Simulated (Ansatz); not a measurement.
## Electron scattering at the Σ5 (210) boundary in fcc Ni

Aim: the relaxed structure and the specific resistance of the Σ5 (210) boundary in fcc Ni.

Calculated with Ansatz 0.2.0; Ansatz plane-wave DFT, PBE, PAW files, collinear spin; relaxation of a bicrystal slab with its lowest layers held; PAW set soft_1, in the first sound run; inputs show where later runs differ.

### 1. The starting structure

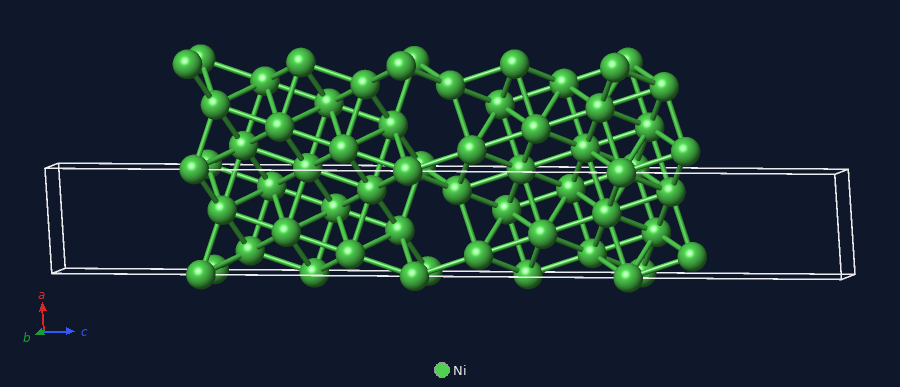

The starting structure, seen from the side, with the c axis across the page (nickel green). 2×1×1 cells are drawn. Some periodic images of atoms are drawn too.

The cell holds 23 atoms: 23 Ni. Its edges and angles: a = 4.316 Å, b = 3.524 Å, c = 29.124 Å, α = 90.0°, β = 90.0°, γ = 65.9°. It derives from Ni. built on the (2 1 0) plane; 2 overlapping atoms removed and the grains opened by 0 Å. Vacuum lies along c.

### 2. Relaxing the bicrystal

The boundary is built by mirroring the lower grain in the boundary plane and removing any atoms that overlap. A thin bicrystal slab is relaxed first, with the lowest layers held and the upper grain free to shift and open.

Input file input.yaml:

```yaml
crystal:
  lattice:
    - [4.3160009268, 0.0, 0.0]
    - [1.4386669756, 3.2169571544, 0.0]
    - [0.0, 0.0, 29.1237781719]
  atoms:
    - { symbol: Ni, position: [0.0, 0.9999999999, 0.171681022], spin: 1.0 }
    - { symbol: Ni, position: [0.6, 0.6999999999, 0.1987376199], spin: 1.0 }
    - { symbol: Ni, position: [0.2, 0.4, 0.2257942178], spin: 1.0 }
    - { symbol: Ni, position: [0.8, 0.1, 0.2528508157], spin: 1.0 }
    - { symbol: Ni, position: [0.4, 0.8, 0.2799074136], spin: 1.0 }
    - { symbol: Ni, position: [0.0, 0.5, 0.3069640115], spin: 1.0 }
    - { symbol: Ni, position: [0.6, 0.2, 0.3340206094], spin: 1.0 }
    - { symbol: Ni, position: [0.2, 0.9, 0.3610772073], spin: 1.0 }
    - { symbol: Ni, position: [0.8, 0.6, 0.3881338052], spin: 1.0 }
    - { symbol: Ni, position: [0.4, 0.3, 0.4151904031], spin: 1.0 }
    - { symbol: Ni, position: [0.0, 0.0, 0.442247001], spin: 1.0 }
    - { symbol: Ni, position: [0.8, 0.6, 0.4963601968], spin: 1.0 }
    - { symbol: Ni, position: [0.2, 0.9, 0.5234167947], spin: 1.0 }
    - { symbol: Ni, position: [0.6, 0.2, 0.5504733926], spin: 1.0 }
    - { symbol: Ni, position: [0.0, 0.5, 0.5775299905], spin: 1.0 }
    - { symbol: Ni, position: [0.4, 0.8, 0.6045865883], spin: 1.0 }
    - { symbol: Ni, position: [0.8, 0.1, 0.6316431862], spin: 1.0 }
    - { symbol: Ni, position: [0.2, 0.4, 0.6586997841], spin: 1.0 }
    - { symbol: Ni, position: [0.6, 0.6999999999, 0.685756382], spin: 1.0 }
    - { symbol: Ni, position: [0.0, 0.9999999999, 0.7128129799], spin: 1.0 }
    - { symbol: Ni, position: [0.4, 0.2999999999, 0.7398695778], spin: 1.0 }
    - { symbol: Ni, position: [0.8, 0.5999999999, 0.7669261757], spin: 1.0 }
    - { symbol: Ni, position: [0.2, 0.8999999999, 0.7939827736], spin: 1.0 }
magnetization:
  spin_polarized: true
kpoints:
  mp_grid: { grid: [7, 7, 1] }
hamiltonian:
  xc: pbe
  pseudopotentials: { kind: paw, azcp: { folder: soft_1 } }
scf:
  occupations: { method: fermi_dirac, width: 0.1 }
relax:
  f_tol: 0.03
  max_steps: 80
  constraints: [{ sites: [0, 1, 2, 3] }]
```

Command:

```sh
$ ansatz run input.yaml --threads 4 --pin off --max-ram 15360MiB --backend cpu --events-out ev --progress --plain --runs-dir out
```

Numbers of over 12 decimals in the logs are rounded to 6 here.

The program printed:

```text
Engine: ansatz 0.2.0, x86_64-unknown-linux-gnu
Pseudopotentials: kind: paw
Pseudopotential: Ni, paw, valence charge 18, recommended cutoff 420 eV (normal), soft_1/Ni.paw.azcp
Functional definition: PBE
  parameter kappa = 0.804
  parameter beta = 0.066725
  exchange = pbe_x(kappa = kappa, mu = beta*pi^2/3)
  correlation = pbe_c(beta = beta)
Crystal: 23 atoms, lattice volume = 404.366 Å³
Basis set: ecut = 420 eV, 7829 PW (Γ), exchange–correlation on 60×48×400 points (8 copies of the dense FFT grid, shifted against one another)
Bands: 263, of which v1, the nominal top of the filled ones, is band 207 counted from 1 (206 counted from 0)
Symmetry: 2 space group operations
Space group: Cm (ITA 8), of the structure as read, at distance tolerance 7.4e-5 Å
Magnetic group: BNS 8.32 (UNI 39), of the structure as read, at distance tolerance 7.4e-5 Å
k-points: 16 of 49 (time reversal used)
Non-local potential: Ni, projectors of the file, l = 0: 3, l = 1: 2, l = 2: 3, l = 3: 1
PAW form: soft (Blöchl's): semilocal exchange-correlation on the pseudo side does not see the compensation charge
PAW one-centre angular grid: Ni, 590 points (default); XC on 64 Gauss nodes
Initial density: superposition of atomic densities (neutral atoms: chi_scale 0, normalization atom)
Starting moments: Σ|m| = 23 μB on 23 of 23 sites
Initial wavefunctions: pseudopotential atomic-orbital guess
Functional: x = pbe(κ = 0.804, μ = 0.219515), c = pbe(β = 0.066725)
SCF iter   1: F=—  HF=-134291.160820 eV  |F-HF|=—  |Δ(HF+E_count)|=         —  Δρ=3.42e-2 (↑2.00e-2 ↓3.42e-2)  dr2=2.59e1  dr2_m=5.14e-1  M=20.760 μB ∫|m|=22.019 μB  β_m=0.30  ethr=3.10e-3  ⟨swp⟩=6.8  Hψ=33914  notcnv=0  defer=382
Mixer restart at iter 1: flushing history
preconditioner: auto → LDOS  [metal: Δε(μ)=0.002 eV  Ē_g=8.048 eV  σ=0.100 eV  W_gap=0.01  n_scr=134 (ndim 8)  ℏωp=28.0 eV  f_vac=0.312  D(μ)=41.14/eV (n_scr^D=536)]
spin=Collinear: LDOS preconditioning applied to the charge; magnetization (m = ρ↑ − ρ↓) channel mixes plain (no charge-response kernel on spin).
SCF iter   2: F=—  HF=-134292.079816 eV  |F-HF|=—  |Δ(HF+E_count)|=   9.19e-1  Δρ=1.32e-2 (↑1.32e-2 ↓1.26e-2)  dr2=3.85e0  dr2_m=1.54e-1  M=19.659 μB ∫|m|=21.324 μB  β_m=0.31  ethr=3.10e-3  ⟨swp⟩=2.1  Hψ=13363  notcnv=0  defer=1000
SCF iter   3: F=—  HF=-134299.072324 eV  |F-HF|=—  |Δ(HF+E_count)|=    6.99e0  Δρ=8.55e-3 (↑4.96e-3 ↓8.55e-3)  dr2=8.83e-1  dr2_m=8.38e-2  M=19.028 μB ∫|m|=20.887 μB  β_m=0.42  ethr=9.31e-4  ⟨swp⟩=2.4  Hψ=12822  notcnv=0  defer=996
SCF iter   4: F=—  HF=-134305.610884 eV  |F-HF|=—  |Δ(HF+E_count)|=    6.54e0  Δρ=9.95e-3 (↑3.88e-3 ↓9.95e-3)  dr2=2.48e-1  dr2_m=1.41e-1  M=17.790 μB ∫|m|=20.023 μB  β_m=0.71  ethr=2.13e-4  ⟨swp⟩=2.8  Hψ=15076  notcnv=0  defer=1010
SCF iter   5: F=—  HF=-134307.994478 eV  |F-HF|=—  |Δ(HF+E_count)|=         —  Δρ=1.80e-2 (↑6.88e-3 ↓1.80e-2)  dr2=4.64e-1  dr2_m=5.34e-1  M=15.734 μB ∫|m|=17.978 μB  β_m=0.71  ethr=5.98e-5  ⟨swp⟩=2.1  Hψ=13245  notcnv=0  defer=1032
SCF iter   6: F=—  HF=-134308.274537 eV  |F-HF|=—  |Δ(HF+E_count)|=   2.80e-1  Δρ=4.90e-3 (↑3.96e-3 ↓4.90e-3)  dr2=7.14e-2  dr2_m=5.72e-2  M=15.249 μB ∫|m|=17.499 μB  β_m=0.84  ethr=5.98e-5  ⟨swp⟩=2.0  Hψ=15759  notcnv=0  defer=1046
SCF iter   7: F=—  HF=-134308.337797 eV  |F-HF|=—  |Δ(HF+E_count)|=   6.33e-2  Δρ=5.53e-3 (↑4.54e-3 ↓5.53e-3)  dr2=3.19e-1  dr2_m=5.59e-3  M=15.168 μB ∫|m|=17.308 μB  β_m=0.59  ethr=1.72e-5  ⟨swp⟩=2.6  Hψ=17081  notcnv=0  defer=1072
SCF iter   8: F=—  HF=-134308.249734 eV  |F-HF|=—  |Δ(HF+E_count)|=   8.81e-2  Δρ=1.25e-3 (↑1.17e-3 ↓1.25e-3)  dr2=1.23e-2  dr2_m=1.74e-3  M=15.166 μB ∫|m|=17.321 μB  β_m=0.70  ethr=1.72e-5  ⟨swp⟩=2.6  Hψ=15996  notcnv=0  defer=1045
SCF iter   9: F=—  HF=-134308.266557 eV  |F-HF|=—  |Δ(HF+E_count)|=   1.68e-2  Δρ=7.60e-4 (↑7.60e-4 ↓5.71e-4)  dr2=6.79e-3  dr2_m=1.48e-4  M=15.250 μB ∫|m|=17.366 μB  β_m=0.61  ethr=2.96e-6  ⟨swp⟩=3.0  Hψ=16886  notcnv=0  defer=1047
SCF iter  10: F=—  HF=-134308.264460 eV  |F-HF|=—  |Δ(HF+E_count)|=   2.10e-3  Δρ=4.09e-4 (↑2.92e-4 ↓4.09e-4)  dr2=1.68e-3  dr2_m=1.55e-4  M=15.270 μB ∫|m|=17.372 μB  β_m=0.55  ethr=1.64e-6  ⟨swp⟩=2.0  Hψ=14710  notcnv=0  defer=1049
SCF iter  11: F=—  HF=-134308.265140 eV  |F-HF|=—  |Δ(HF+E_count)|=   6.80e-4  Δρ=2.13e-4 (↑1.35e-4 ↓2.13e-4)  dr2=2.55e-4  dr2_m=5.79e-5  M=15.253 μB ∫|m|=17.354 μB  β_m=0.47  ethr=4.06e-7  ⟨swp⟩=2.0  Hψ=11908  notcnv=0  defer=1049
SCF iter  12: F=—  HF=-134308.265281 eV  |F-HF|=—  |Δ(HF+E_count)|=   1.40e-4  Δρ=1.14e-4 (↑4.60e-5 ↓1.14e-4)  dr2=6.55e-5  dr2_m=9.49e-6  M=15.246 μB ∫|m|=17.345 μB  β_m=0.41  ethr=6.17e-8  ⟨swp⟩=2.0  Hψ=12458  notcnv=0  defer=1048
SCF iter  13: F=—  HF=-134308.265316 eV  |F-HF|=—  |Δ(HF+E_count)|=   3.56e-5  Δρ=2.19e-5 (↑1.32e-5 ↓2.19e-5)  dr2=1.78e-6  dr2_m=7.07e-7  M=15.242 μB ∫|m|=17.341 μB  β_m=0.59  ethr=1.58e-8  ⟨swp⟩=2.0  Hψ=12528  notcnv=0  defer=1048
SCF iter  14: F=-134308.265306 eV  HF=-134308.265321 eV  |F-HF|=1.56e-5  |Δ(HF+E_count)|=   4.77e-6  Δρ=4.64e-5 (↑8.64e-6 ↓4.64e-5)  dr2=1.70e-5  dr2_m=1.68e-6  M=15.241 μB ∫|m|=17.339 μB  ethr=4.30e-10  ⟨swp⟩=2.0  Hψ=25898  notcnv=0
SCF 1 converged in 14 iterations: F = -134308.265306 eV  dr2 = 1.70e-5
  greatest PAW one-centre occupation: 1.001 electrons in one spin orbital (limit 2), on the Ni atom at site 22 (counted from 0), in its partial waves of l = 1
relax step   1: F+E_penalty+E_count = -134308.26530552 eV  Δ(F+E_penalty+E_count) = +0.000e0 eV  max|allowed force component| = 8.034e-1 eV/Å  Δτ_max = 0.0000 Å  (14 SCF iters, dr2 threshold 2.25e-5 eV, accepted)
Initial density: handed on by an earlier stage of this run
Starting moments: Σ|m| = 23 μB on 23 of 23 sites; this step starts from the density that it was given
Initial wavefunctions: those handed on with the density
iter 1 solved again at ethr=6.15e-4 eV; its pass at ethr=3.10e-3 eV (dr2=2.54e0 eV) is discarded
SCF iter   1: F=—  HF=-134308.498803 eV  |F-HF|=—  |Δ(HF+E_count)|=         —  Δρ=1.05e-2 (↑5.51e-3 ↓1.05e-2)  dr2=2.57e0  dr2_m=1.69e-1  M=15.152 μB ∫|m|=17.225 μB  β_m=0.30  ethr=6.15e-4  ⟨swp⟩=1.2  Hψ=30600  notcnv=0  defer=879
preconditioner: auto → LDOS  [metal: Δε(μ)=0.002 eV  Ē_g=8.125 eV  σ=0.100 eV  W_gap=0.01  n_scr=134 (ndim 8)  ℏωp=28.0 eV  f_vac=0.327  D(μ)=40.42/eV (n_scr^D=524)]
spin=Collinear: LDOS preconditioning applied to the charge; magnetization (m = ρ↑ − ρ↓) channel mixes plain (no charge-response kernel on spin).
[...]
relax step  10: F+E_penalty+E_count = -134308.93226444 eV  Δ(F+E_penalty+E_count) = -7.927e-4 eV  max|allowed force component| = 3.488e-2 eV/Å  Δτ_max = 0.0209 Å  (8 SCF iters, dr2 threshold 8.16e-6 eV, accepted)
SCF iter   1: F=—  HF=-134308.931725 eV  |F-HF|=—  |Δ(HF+E_count)|=         —  Δρ=9.46e-4 (↑5.54e-4 ↓9.46e-4)  dr2=2.63e-3  dr2_m=1.51e-3  M=15.049 μB ∫|m|=17.100 μB  β_m=0.65  ethr=5.58e-6  ⟨swp⟩=4.1  Hψ=22778  notcnv=0  defer=1084
preconditioner: auto → LDOS  [metal: Δε(μ)=0.001 eV  Ē_g=8.201 eV  σ=0.100 eV  W_gap=0.00  n_scr=30 (ndim 8)  ℏωp=28.0 eV  f_vac=0.340  D(μ)=39.91/eV (n_scr^D=512)]
spin=Collinear: LDOS preconditioning applied to the charge; magnetization (m = ρ↑ − ρ↓) channel mixes plain (no charge-response kernel on spin).
SCF iter   2: F=—  HF=-134308.932535 eV  |F-HF|=—  |Δ(HF+E_count)|=   8.11e-4  Δρ=3.25e-4 (↑3.25e-4 ↓3.18e-4)  dr2=2.67e-3  dr2_m=2.43e-4  M=15.045 μB ∫|m|=17.098 μB  β_m=0.50  ethr=6.34e-7  ⟨swp⟩=2.0  Hψ=14252  notcnv=0  defer=1085
SCF iter   3: F=—  HF=-134308.932573 eV  |F-HF|=—  |Δ(HF+E_count)|=   3.78e-5  Δρ=2.39e-4 (↑2.16e-4 ↓2.39e-4)  dr2=3.98e-4  dr2_m=9.10e-5  M=15.045 μB ∫|m|=17.098 μB  β_m=0.47  ethr=6.34e-7  ⟨swp⟩=2.0  Hψ=11090  notcnv=0  defer=1084
SCF iter   4: F=—  HF=-134308.932560 eV  |F-HF|=—  |Δ(HF+E_count)|=   1.30e-5  Δρ=1.10e-4 (↑7.73e-5 ↓1.10e-4)  dr2=4.56e-5  dr2_m=2.12e-5  M=15.045 μB ∫|m|=17.098 μB  β_m=0.44  ethr=9.61e-8  ⟨swp⟩=2.4  Hψ=13192  notcnv=0  defer=1085
SCF iter   5: F=—  HF=-134308.932569 eV  |F-HF|=—  |Δ(HF+E_count)|=   9.11e-6  Δρ=5.81e-5 (↑3.54e-5 ↓5.81e-5)  dr2=9.81e-6  dr2_m=5.60e-6  M=15.045 μB ∫|m|=17.098 μB  β_m=0.46  ethr=1.10e-8  ⟨swp⟩=2.1  Hψ=12812  notcnv=0  defer=1085
SCF iter   6: F=—  HF=-134308.932573 eV  |F-HF|=—  |Δ(HF+E_count)|=   3.59e-6  Δρ=1.96e-5 (↑1.81e-5 ↓1.96e-5)  dr2=1.54e-6  dr2_m=9.59e-7  M=15.045 μB ∫|m|=17.098 μB  β_m=0.50  ethr=2.37e-9  ⟨swp⟩=2.0  Hψ=13796  notcnv=0  defer=1085
SCF iter   7: F=—  HF=-134308.932574 eV  |F-HF|=—  |Δ(HF+E_count)|=   7.13e-7  Δρ=9.05e-6 (↑7.00e-6 ↓9.05e-6)  dr2=4.29e-7  dr2_m=1.61e-7  M=15.045 μB ∫|m|=17.098 μB  β_m=0.52  ethr=3.72e-10  ⟨swp⟩=2.2  Hψ=14044  notcnv=0  defer=1085
SCF iter   8: F=—  HF=-134308.932574 eV  |F-HF|=—  |Δ(HF+E_count)|=   2.53e-8  Δρ=4.80e-6 (↑4.80e-6 ↓3.60e-6)  dr2=3.10e-7  dr2_m=3.51e-8  M=15.045 μB ∫|m|=17.098 μB  β_m=0.50  ethr=1.04e-10  ⟨swp⟩=2.2  Hψ=14683  notcnv=0  defer=1085
SCF iter   9: F=—  HF=-134308.932574 eV  |F-HF|=—  |Δ(HF+E_count)|=   2.95e-8  Δρ=2.28e-6 (↑2.28e-6 ↓1.79e-6)  dr2=3.23e-8  dr2_m=7.13e-9  M=15.045 μB ∫|m|=17.098 μB  β_m=0.49  ethr=7.49e-11  ⟨swp⟩=2.0  Hψ=11147  notcnv=0  defer=1085
SCF iter  10: F=-134308.932574 eV  HF=-134308.932574 eV  |F-HF|=2.01e-8  |Δ(HF+E_count)|=   1.02e-8  Δρ=1.38e-6 (↑8.89e-7 ↓1.38e-6)  dr2=2.30e-8  dr2_m=2.05e-9  M=15.045 μB ∫|m|=17.098 μB  ethr=7.80e-12  ⟨swp⟩=2.2  Hψ=29406  notcnv=0
SCF 11 converged in 10 iterations: F = -134308.932574 eV  dr2 = 2.30e-8
relax step  11: F+E_penalty+E_count = -134308.93257358 eV  Δ(F+E_penalty+E_count) = -3.091e-4 eV  max|allowed force component| = 6.230e-3 eV/Å  Δτ_max = 0.0173 Å  (10 SCF iters, accepted)
SCF converged after 10 iterations
Magnetization: 15.0447 μB (214.5224 up, 199.4776 down)
Absolute magnetization: 17.1204 μB (∫|ρ↑−ρ↓|, with the PAW one-centre terms)
Spin contamination: 0.1859 ħ² per cell (⟨S²⟩ above its minimum at these occupations)
Per-site moments (μB) at R_I (Å): [(0.824496, 1.027886), (0.741909, 1.022367), (0.666662, 1.023742), (0.676501, 1.025114), (0.673878, 1.016270), (0.676139, 1.020582), (0.657220, 1.019242), (0.656592, 0.981567), (0.670803, 0.987517), (0.675403, 1.001639), (0.708176, 0.912455), (0.695224, 1.055441), (0.707091, 0.912455), (0.674275, 1.001402), (0.675030, 0.987940), (0.655210, 0.981751), (0.653653, 1.018764), (0.677487, 1.021741), (0.670398, 1.013553), (0.676785, 0.981819), (0.667382, 0.989196), (0.734504, 1.011097), (0.810820, 0.981819)]
Free energy (F): -134308.932574 eV
Harris-Foulkes:  -134308.932574 eV  (|F-HF|=2.01e-8)
Internal energy: -134307.634616 eV  (E = F + TS)
E sigma→0 (E₀):  -134308.283595 eV
Entropy (-TS):   -1.297957 eV (-56.433 meV/atom)
Fermi energy:    9.448514 eV
--- Per-component energies (eV) ---
  E_band       = -10105.269572
  E_kinetic    = 7789.154305
  E_local      = -777591.804784  (includes V_loc(G=0)·N_el)
  E_nonlocal   = -2687.834938
  E_hartree    = 389753.507070
  E_xc         = -2583.365405
  E_vxc        = -3332.088381  (∫ρ·V_xc dr)
  E_paw        = -38112.149969  (= ΣΔE_a)
  E_vpaw       = -13789.698503  (= ΣTr[D̂ρ^β])
  E_aug_tail   = 0.022029  (compensation charges beyond the density's cutoff)
  E_ewald      = 289124.837076
  E_smearing   = -1.297957  (= −TS)
  E_closure    = -0.000000  (closes the sum)
  Σ components = -134308.932574   (vs F -134308.932574, Δ=0.00e0)
--- Forces (eV/Å), atoms counted from 1 ---
  atom   1  Ni    -0.04004799     0.01791001     0.80566013
  atom   2  Ni     0.05987629    -0.02677749    -0.02925244
  atom   3  Ni     0.01080056    -0.00483016    -0.50962572
  atom   4  Ni    -0.03292224     0.01472327    -0.26707808
  atom   5  Ni    -0.00037862     0.00016932     0.00044722
  atom   6  Ni     0.00023610    -0.00010559     0.00045482
  atom   7  Ni     0.00049026    -0.00021925    -0.00021846
  atom   8  Ni    -0.00079945     0.00035752    -0.00159995
  atom   9  Ni     0.00090344    -0.00040403    -0.00027978
  atom  10  Ni     0.00297490    -0.00133042     0.00011031
  atom  11  Ni     0.00192646    -0.00086154    -0.00150475
  atom  12  Ni    -0.00385724     0.00172501    -0.00098407
  atom  13  Ni    -0.00125283     0.00056028     0.00622959
  atom  14  Ni     0.00039991    -0.00017885    -0.00031176
  atom  15  Ni     0.00060769    -0.00027177     0.00067594
  atom  16  Ni    -0.00045704     0.00020439    -0.00185246
  atom  17  Ni    -0.00000594     0.00000266    -0.00093366
  atom  18  Ni    -0.00024060     0.00010760    -0.00062773
  atom  19  Ni     0.00044915    -0.00020087     0.00044656
  atom  20  Ni     0.00064422    -0.00028810     0.00025992
  atom  21  Ni     0.00041771    -0.00018681    -0.00035212
  atom  22  Ni     0.00036660    -0.00016395     0.00013658
  atom  23  Ni    -0.00010804     0.00004832     0.00016886
  max |Σ_I F_I| component: 3.11e-5 eV/Å
--- Relaxed structure (11 steps of the walk, 11 accepted, 0 SCFs on fresh bases) ---
  F+E_penalty+E_count = -134308.93257358 eV   max|allowed force component| = 6.230e-3 eV/Å
  atoms:
    - { symbol: Ni, position: [0.0, 1.000000, 0.171681] }
    - { symbol: Ni, position: [0.600000, 0.700000, 0.198738] }
    - { symbol: Ni, position: [0.200000, 0.4, 0.225794] }
    - { symbol: Ni, position: [0.800000, 0.100000, 0.252851] }
    - { symbol: Ni, position: [0.399448, 0.800276, 0.279398] }
    - { symbol: Ni, position: [-0.000647591, 0.500324, 0.306883] }
    - { symbol: Ni, position: [0.600288, 0.199856, 0.334093] }
    - { symbol: Ni, position: [0.203582, 0.898209, 0.359735] }
    - { symbol: Ni, position: [0.794227, 0.602887, 0.388167] }
    - { symbol: Ni, position: [0.397613, 0.301194, 0.417463] }
    - { symbol: Ni, position: [-0.00242923, 0.00121462, 0.436539] }
    - { symbol: Ni, position: [0.608393, 0.695804, 0.474538] }
    - { symbol: Ni, position: [-0.00264599, 1.001323, 0.512491] }
    - { symbol: Ni, position: [0.397410, 0.301295, 0.531489] }
    - { symbol: Ni, position: [-0.205822, 0.602911, 0.560936] }
    - { symbol: Ni, position: [0.203232, 0.898384, 0.589319] }
    - { symbol: Ni, position: [0.599936, 0.200032, 0.614829] }
    - { symbol: Ni, position: [-0.000326585, 0.500163, 0.642373] }
    - { symbol: Ni, position: [0.398181, 0.800909, 0.669458] }
    - { symbol: Ni, position: [-0.201788, 1.100894, 0.695918] }
    - { symbol: Ni, position: [0.206116, 0.396942, 0.724621] }
    - { symbol: Ni, position: [0.602956, 0.698522, 0.749618] }
    - { symbol: Ni, position: [-0.000522258, 1.000261, 0.772975] }
```

Wall time 15 min (4 threads of Intel Xeon 6975P-C (Granite Rapids), shared host); peak memory 3.8 GiB; 59 min of CPU time.

(Continued in part 2 of 3.)

[Logs are printed without paths, hosts, clocks, repeated set-up lines and the standing remarks that a program may print on its own settings, such as how far it seeks lower states.]

[Hosts, paths, dates, database ids (printed as entryN), source tags and the programs' standing remarks are cut or masked in the printed files.]
